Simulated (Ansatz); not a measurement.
InSb: single-point calculation

- system: InSb (F-43m, 2 atoms in the cell)
- method: DFT PBEsol, scalar-relativistic, plane waves, PAW, no spin polarisation (Ansatz 0.2.0)

The structure derives from an entry of the Crystallography Open Database.

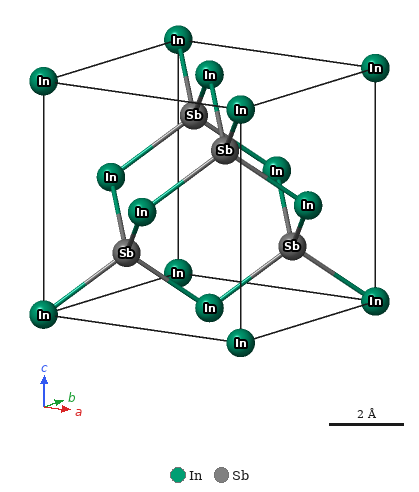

*The structure (ball-and-stick view of the cell 4 times as large as that of the calculation, set on its symmetry axes, seen at an oblique angle). An atom can appear more than once, as a periodic image.*

Near neighbours in the periodic cell (some may lie outside the picture): In has 4 Sb at 2.81 Å; Sb has 4 In at 2.81 Å.

**Summary**

```json
{"quantity": "outcome", "value": "converged"}
{"quantity": "space group (tolerance 0.01 Å)", "value": "F-43m (216)"}
{"quantity": "electrons treated", "value": "28"}
{"quantity": "free energy", "value": "−11933.6466 eV"}
{"quantity": "Fermi energy", "value": "7.354 eV"}
{"quantity": "gap on the k-point mesh", "value": "none (metallic)"}
{"quantity": "pressure", "value": "0.84 GPa"}
{"quantity": "largest force (length of the vector)", "value": "under 0.001 eV/Å"}
{"quantity": "hardware", "value": "1 thread of Intel Xeon (Granite Rapids), 192 GiB of memory available, shared host"}
{"quantity": "wall time", "value": "5.3 s"}
{"quantity": "peak memory", "value": "0.43 GiB"}
```

**Input file**
```yaml
crystal:
  lattice:
    - [0.0, 3.2391, 3.2391]
    - [3.2391, 0.0, 3.2391]
    - [3.2391, 3.2391, 0.0]
  atoms:
    - { symbol: In, position: [0.0, 0.0, 0.0] }
    - { symbol: Sb, position: [0.75, 0.75, 0.75] }
basis:
  ecutwfc: 420
kpoints:
  mp_grid: { grid: [12, 12, 12] }
hamiltonian:
  xc: pbesol
scf:
  occupations: { method: gaussian, width: 0.15 }
output:
  forces: true
  stress: true
  eigenvalues: true
  write_density: true
  write_potential: true
  elf: true
  volumetric_format: npy
```

Launch command:
```bash
ansatz run input.yaml --threads 1 --pin off --max-ram 2560MiB --backend cpu --events-out ev --progress --plain --runs-dir out
```

**Log**
```
Engine: ansatz 0.2.0, x86_64-unknown-linux-gnu
Pseudopotentials: kind: paw
Pseudopotential: In, paw, valence charge 13, recommended cutoff 420 eV (normal), In.paw.azcp
Pseudopotential: Sb, paw, valence charge 15, recommended cutoff 420 eV (normal), Sb.paw.azcp
Functional definition: PBEsol
  exchange = pbesol_x
  correlation = pbesol_c
Crystal: 2 atoms, lattice volume = 67.968 Å³
Basis set: ecut = 420 eV, 1363 PW (Γ), exchange–correlation on 64×64×64 points (8 copies of the dense FFT grid, shifted against one another)
Bands: 18, of which v1, the nominal top of the filled ones, is band 14 counted from 1 (13 counted from 0)
Symmetry: 24 space group operations
Space group: F-43m (ITA 216), of the structure as read, at distance tolerance 4.1e-5 Å
k-points: 72 of 1728 (time reversal used)
Non-local potential: In, projectors of the file, l = 0: 2, l = 1: 2, l = 2: 2, l = 3: 2
Non-local potential: Sb, projectors of the file, l = 0: 2, l = 1: 2, l = 2: 2, l = 3: 2
PAW form: soft (Blöchl's): semilocal exchange-correlation on the pseudo side does not see the compensation charge
PAW frozen core: In, regenerated for the run's functional, and the local potential with it (the file was generated under x = pbe(κ = 0.804, μ = 0.2195149727645171), c = pbe(β = 0.06672455060314922))
PAW frozen core: Sb, regenerated for the run's functional, and the local potential with it (the file was generated under x = pbe(κ = 0.804, μ = 0.2195149727645171), c = pbe(β = 0.06672455060314922))
PAW one-centre angular grid: In, 590 points (default); XC on 64 Gauss nodes
PAW one-centre angular grid: Sb, 590 points (default); XC on 64 Gauss nodes
Initial density: superposition of atomic densities (neutral atoms: chi_scale 0, normalization atom), corrected by the library's trained network
Initial wavefunctions: pseudopotential atomic-orbital guess
Functional: x = pbesol(κ = 0.804, μ = 0.12345679012345678), c = pbesol(β = 0.046)
SCF iter   1: F=—  HF=-11933.652410 eV  |F-HF|=—  |Δ(HF+E_count)|=         —  Δρ=3.45e-3  dr2=1.29e-2  ethr=1.77e-3  ⟨swp⟩=5.6  Hψ=6571  notcnv=0
preconditioner: auto → none  [insulator: Δε(μ)=0.448 eV  Ē_g=13.945 eV  σ=0.150 eV  W_gap=0.85  n_scr=14 (ndim 8)  ℏωp=19.1 eV  f_vac=0.112  D(μ)=0.02/eV (n_scr^D=0)  ε∞_Penn≈2.9]
SCF iter   2: F=—  HF=-11933.646420 eV  |F-HF|=—  |Δ(HF+E_count)|=   5.99e-3  Δρ=1.32e-3  dr2=9.04e-4  ethr=4.59e-5  ⟨swp⟩=2.2  Hψ=2261  notcnv=0
SCF iter   3: F=—  HF=-11933.646592 eV  |F-HF|=—  |Δ(HF+E_count)|=   1.72e-4  Δρ=4.44e-4  dr2=1.30e-4  ethr=3.23e-6  ⟨swp⟩=2.0  Hψ=1945  notcnv=0
SCF iter   4: F=—  HF=-11933.646622 eV  |F-HF|=—  |Δ(HF+E_count)|=   3.09e-5  Δρ=1.81e-4  dr2=1.62e-5  ethr=4.64e-7  ⟨swp⟩=2.0  Hψ=1944  notcnv=0
SCF iter   5: F=—  HF=-11933.646645 eV  |F-HF|=—  |Δ(HF+E_count)|=   2.23e-5  Δρ=3.47e-5  dr2=5.63e-7  ethr=5.78e-8  ⟨swp⟩=3.0  Hψ=1952  notcnv=0
SCF iter   6: F=-11933.646645 eV  HF=-11933.646645 eV  |F-HF|=2.34e-9  |Δ(HF+E_count)|=   8.71e-8  Δρ=9.50e-6  dr2=4.51e-8  ethr=3.57e-10  ⟨swp⟩=11.3  Hψ=10001  notcnv=0
SCF 1 converged in 6 iterations: F = -11933.646645 eV  dr2 = 4.51e-8
  greatest PAW one-centre occupation: 0.996 electrons in one spin orbital (limit 2), on the Sb atom at site 1 (counted from 0), in its partial waves of l = 2
```

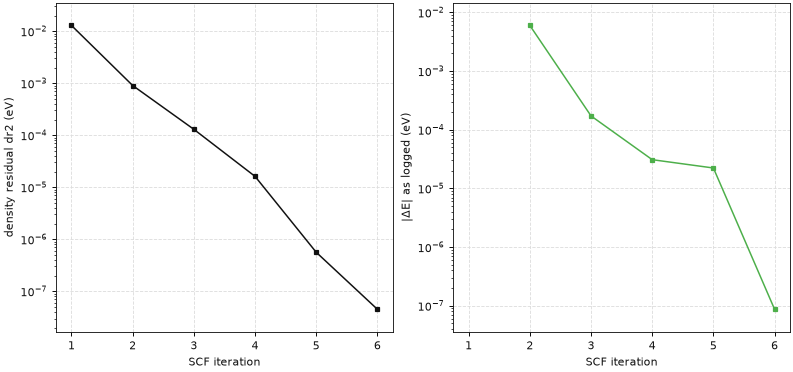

*Convergence of the self-consistent field: density residual dr2 and size of the energy change against the SCF iteration.*

The residual falls at every step.

```
SCF converged after 6 iterations
Free energy (F): -11933.646645 eV
Harris-Foulkes:  -11933.646645 eV  (|F-HF|=2.34e-9)
Internal energy: -11933.646391 eV  (E = F + TS)
E sigma→0 (E₀):  -11933.646518 eV
Entropy (-TS):   -0.000254 eV (-0.127 meV/atom)
Fermi energy:    7.354265 eV
--- Per-component energies (eV) ---
  E_band       = -263.675251
  E_kinetic    = 451.504697
  E_local      = -3202.939903  (includes V_loc(G=0)·N_el)
  E_nonlocal   = 733.069015
  E_hartree    = 1375.084997
  E_xc         = -350.840283
  E_vxc        = -196.407451  (∫ρ·V_xc dr)
  E_paw        = -8584.840115  (= ΣΔE_a)
  E_vpaw       = -799.082852  (= ΣTr[D̂ρ^β])
  E_aug_tail   = 0.000023  (compensation charges beyond the density's cutoff)
  E_ewald      = -2355.252583
  E_core_change = 0.567760  (= ΣΔE_core)
  E_smearing   = -0.000254  (= −TS)
  E_closure    = 0.000000  (closes the sum)
  Σ components = -11933.646645   (vs F -11933.646645, Δ=0.00e0)
--- Forces (eV/Å), atoms counted from 1 ---
  atom   1  In    -0.00000000     0.00000000     0.00000000
  atom   2  Sb     0.00000000     0.00000000     0.00000000
  max |Σ_I F_I| component: 7.40e-17 eV/Å
--- Stress (GPa, compression-positive) ---
        0.841626      -0.000000      -0.000000
        0.000000       0.841626       0.000000
        0.000000       0.000000       0.841626
  P = ⅓ Tr σ = 0.8416 GPa (8.416 kbar)
--- Band table (eV; the first three rows and the last of 72) ---
  k-point 0: bands = ["-21.2805", "-21.2805", "-21.2805", "-21.2632", "-21.2632", "-7.2996", "-7.2996", "-7.2996", "-7.2128", "-7.2128", "-3.5130", "6.9738", "7.2415", "7.2415", "7.2415", "10.1869", "10.1869", "10.1869"]
  k-point 1: bands = ["-21.2805", "-21.2805", "-21.2805", "-21.2631", "-21.2631", "-7.3031", "-7.2980", "-7.2980", "-7.2129", "-7.2129", "-3.4492", "5.9567", "7.1407", "7.1407", "7.9427", "10.3081", "10.3272", "10.3272"]
  k-point 2: bands = ["-21.2805", "-21.2803", "-21.2803", "-21.2630", "-21.2630", "-7.3125", "-7.2939", "-7.2939", "-7.2132", "-7.2132", "-3.2630", "4.7491", "6.9046", "6.9046", "8.1754", "10.6432", "10.6432", "10.9116"]
  k-point 71: bands = ["-21.2802", "-21.2802", "-21.2783", "-21.2631", "-21.2619", "-7.3713", "-7.2678", "-7.2570", "-7.2224", "-7.2121", "-1.4965", "1.4201", "4.3580", "4.4878", "10.7265", "11.1694", "11.4302", "12.1249"]
```

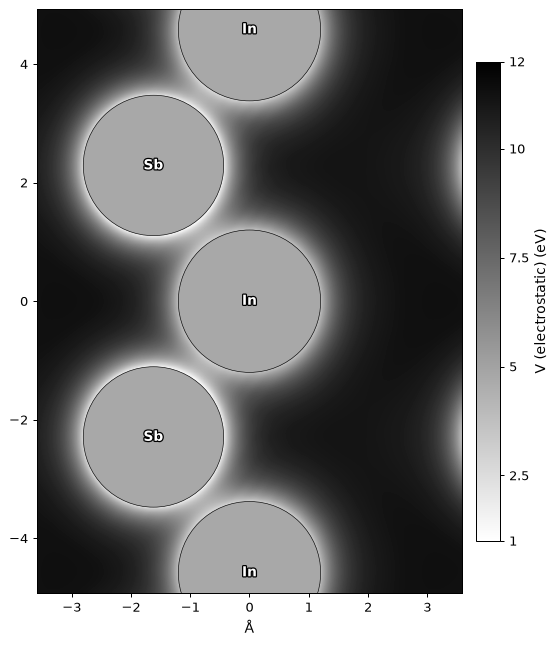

*Electrostatic potential (local pseudopotential plus Hartree) felt by an electron on the (110) plane of the conventional cell. Grey discs, where drawn, cover atomic cores.*

Outside the cores the potential energy rises away from the atoms and is highest about 2.8 Å from the nearest atoms; outside the discs it spans about 10 eV, and its zero is arbitrary. In a PAW calculation such maps are meaningful between the atoms, not at the nuclei.

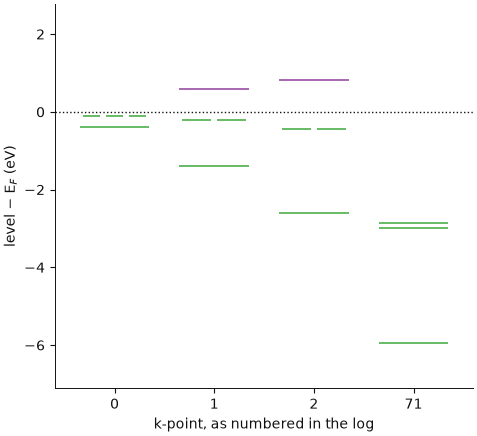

*Kohn–Sham levels near the Fermi level (dotted) at the few k-points that the log prints; levels within 0.02 eV of each other stand side by side.*

The system is metallic on the full mesh.
